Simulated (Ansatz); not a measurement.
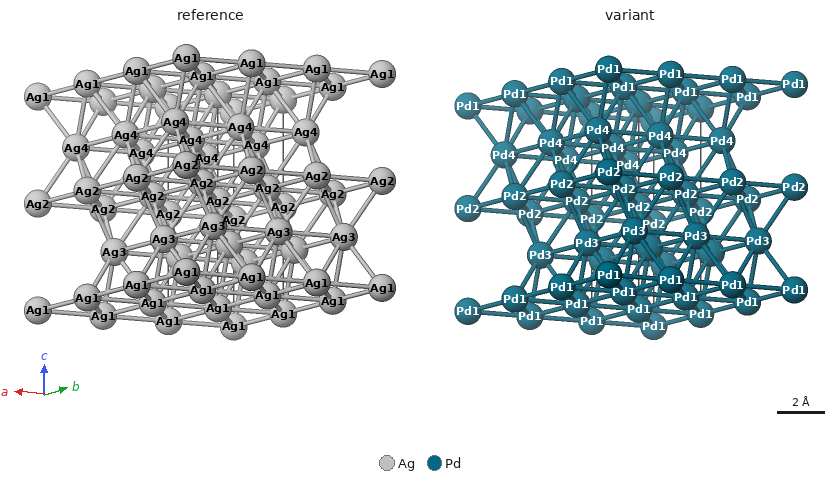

Left: solid Ag (set up in P6_3/mmc). Right: the same structure after one change, at the same scale. Style: ball-and-stick. Shown: the cell of the calculation, repeated 3 × 3 × 1 with one cell outlined, from a free direction.

The calculation used DFT r2SCAN, scalar-relativistic, plane waves, PAW (Ansatz 0.2.0). (plane-wave cutoff 500 eV; k-point mesh 18 × 18 × 6; occupations gaussian; smearing width 0.1 eV; no spin polarisation)

Q: What distinguishes the right structure from the left one?

A: Every silver atom is replaced by palladium, which gives Pd. Cell and atoms are relaxed again (to zero pressure within 0.1 GPa, forces under 0.01 eV/Å).

Q: What does the change do?

A: The volume per atom goes from 17.31 to 14.95 Å³. Cell: a = b 2.903 → 2.754 Å (−5.2 %), c 9.483 → 9.107 Å (−4.0 %). Volume −13.6 %. The space group stays P6_3/mmc (No. 194).
